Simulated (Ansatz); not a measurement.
**A series of single points on Hg**

System: Hg (P6₃/mmc, 2 atoms in the cell).
Method: Kohn-Sham DFT of a periodic cell, PBE, Ansatz PAW, no spin polarisation (Ansatz 0.2.0).

The 5 runs differ only in the geometry, by an even scaling of the cell at fixed fractional positions. The structure derives from a Materials Project entry.

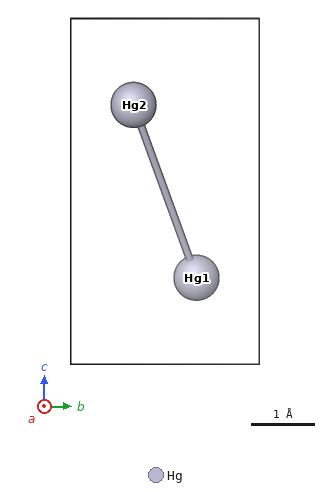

Figure 1. The structure of run 3 (ball-and-stick view of the cell of the calculation, along the a axis; atoms are numbered from 1 in the order of the input).

**Input of run 3**
```yaml
crystal:
  lattice:
    - [3.4847361982, 0.0, 0.0]
    - [-1.7423680991, 3.0178700731, 0.0]
    - [0.0, 0.0, 5.5238907185]
  atoms:
    - { symbol: Hg, position: [0.3333333333, 0.6666666667, 0.25] }
    - { symbol: Hg, position: [0.6666666667, 0.3333333333, 0.75] }
hamiltonian:
  xc: pbe
  pseudopotentials: { kind: paw }
kpoints:
  mp_grid: { grid: [9, 9, 5] }
scf:
  occupations: { method: fermi_dirac, width: 0.05 }
output:
  forces: true
  stress: true
  eigenvalues: true
  write_density: true
  write_potential: true
  elf: true
  volumetric_format: npy
```

Command:
```bash
ansatz run input.yaml --threads 2 --pin off --max-ram 5120MiB --backend cpu --events-out ev --progress --plain --runs-dir out
```

Lattice vectors (Å) and fractional positions of run 3:
```
   3.484736    0.000000    0.000000
  -1.742368    3.017870    0.000000
   0.000000    0.000000    5.523891
Hg  0.333333  0.666667  0.250000
Hg  0.666667  0.333333  0.750000
```

Run 4 differs from it as follows:
```diff
-    - [3.4847361982, 0.0, 0.0]
-    - [-1.7423680991, 3.0178700731, 0.0]
-    - [0.0, 0.0, 5.5238907185]
+    - [3.5073649894, 0.0, 0.0]
+    - [-1.7536824947, 3.0374671811, 0.0]
+    - [0.0, 0.0, 5.5597611438]
```

**Results, with one run withheld**

| run | volume per atom (Å³) | free energy per atom, from the lowest run given (meV) | pressure (GPa) |
| --- | --- | --- | --- |
| 1 | 26.768 | 20.83 | 1.71 |
| 2 | 28.476 | 6.97 | 0.97 |
| 3 | 29.046 | 3.88 | 0.76 |
| 4 | 29.615 | ? | ? |
| 5 | 30.185 | 0.00 | 0.34 |

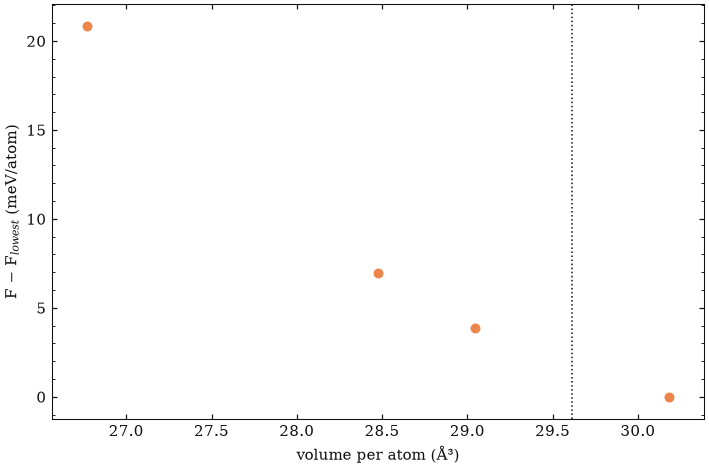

Figure 2. Free energy per atom of the runs given; the dotted line marks run 4.

Estimate the energy of run 4 from the others.

A quadratic polynomial in V^(−2/3) (the Birch–Murnaghan form), fitted to the 4 runs given, misses them by at most 0.05 meV per atom. With x = V^(−2/3) − 0.10699 Å⁻², it reads F = 6.3532 + 2275.3 x + 1.6079e+05 x² (meV per atom). At run 4 it gives 1.64 meV per atom, and the run itself gives 1.56. The slope of the fit gives a pressure −dF/dV of 0.55 GPa there, and the run prints 0.54 GPa. The fit has no minimum inside this range.

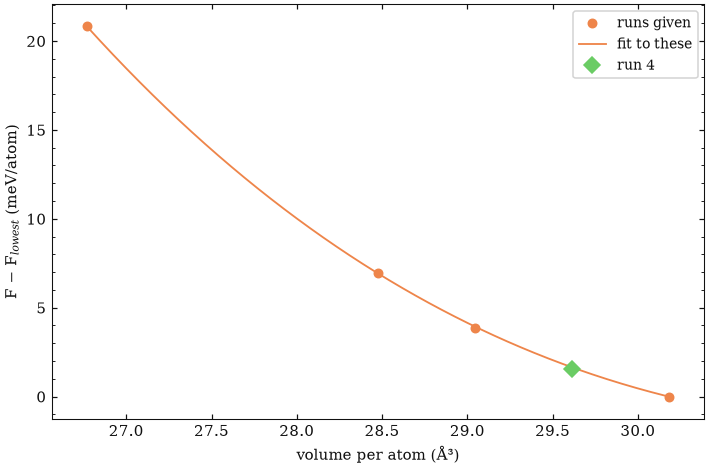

Figure 3. The fit and the withheld run.

**Output, shortened to warnings, some set-up lines, iterations and results (run 4)**
```
Basis set: ecut = 420 eV, 1117 PW (Γ), exchange–correlation on 48×48×80 points (8 copies of the dense FFT grid, shifted against one another)
Symmetry: 24 space group operations
k-points: 36 of 405
Initial density: superposition of atomic densities (neutral atoms: chi_scale 0, normalization atom), corrected by the library's trained network
[...]
SCF iter   1: F=—  HF=-27626.910458 eV  |F-HF|=—  |Δ(HF+E_count)|=         —  Δρ=2.04e-3  dr2=2.37e-3  ethr=1.77e-3  ⟨swp⟩=5.9  Hψ=3341  notcnv=0
SCF iter   2: F=—  HF=-27626.911417 eV  |F-HF|=—  |Δ(HF+E_count)|=   9.59e-4  Δρ=1.20e-3  dr2=8.84e-4  ethr=5.92e-6  ⟨swp⟩=2.3  Hψ=1558  notcnv=0
SCF iter   3: F=—  HF=-27626.911423 eV  |F-HF|=—  |Δ(HF+E_count)|=   5.80e-6  Δρ=2.64e-4  dr2=3.18e-5  ethr=2.21e-6  ⟨swp⟩=2.0  Hψ=1249  notcnv=0
SCF iter   4: F=—  HF=-27626.911454 eV  |F-HF|=—  |Δ(HF+E_count)|=   3.08e-5  Δρ=7.71e-5  dr2=3.66e-6  ethr=7.95e-8  ⟨swp⟩=2.0  Hψ=1298  notcnv=0
SCF iter   5: F=—  HF=-27626.911454 eV  |F-HF|=—  |Δ(HF+E_count)|=   7.87e-8  Δρ=1.96e-5  dr2=2.21e-7  ethr=9.16e-9  ⟨swp⟩=2.0  Hψ=1297  notcnv=0
SCF iter   6: F=-27626.911454 eV  HF=-27626.911454 eV  |F-HF|=3.80e-8  |Δ(HF+E_count)|=   4.77e-7  Δρ=5.28e-6  dr2=2.03e-8  ethr=2.50e-10  ⟨swp⟩=9.2  Hψ=5674  notcnv=0
SCF 1 converged in 6 iterations: F = -27626.911454 eV  dr2 = 2.03e-8
SCF converged after 6 iterations
Free energy (F): -27626.911454 eV
Harris-Foulkes:  -27626.911454 eV  (|F-HF|=3.80e-8)
Internal energy: -27626.910406 eV  (E = F + TS)
E sigma→0 (E₀):  -27626.910930 eV
Entropy (-TS):   -0.001048 eV (-0.524 meV/atom)
Fermi energy:    10.394427 eV
--- Per-component energies (eV) ---
  E_band       = -912.836842
  E_kinetic    = 1209.833504
  E_local      = -5693.023142  (includes V_loc(G=0)·N_el)
  E_nonlocal   = 145.591293
  E_hartree    = 2419.075836
  E_xc         = -440.702105
  E_vxc        = -524.089984  (∫ρ·V_xc dr)
  E_paw        = -19891.552927  (= ΣΔE_a)
  E_vpaw       = -889.303455  (= ΣTr[D̂ρ^β])
  E_aug_tail   = 0.001860  (compensation charges beyond the density's cutoff)
  E_ewald      = -5376.134727
  E_smearing   = -0.001048  (= −TS)
  E_closure    = 0.000000  (closes the sum)
  Σ components = -27626.911454   (vs F -27626.911454, Δ=0.00e0)
--- Forces (eV/Å), atoms counted from 1 ---
  atom   1  Hg     0.00000000     0.00000000     0.00000000
  atom   2  Hg     0.00000000    -0.00000000     0.00000000
  max |Σ_I F_I| component: 6.48e-17 eV/Å
--- Stress (GPa, compression-positive) ---
        0.522404       0.000000       0.000000
       -0.000000       0.522404       0.000000
        0.000000       0.000000       0.581878
  P = ⅓ Tr σ = 0.5422 GPa (5.422 kbar)
```

Notes: Spin–orbit coupling is left out, which matters for Hg.
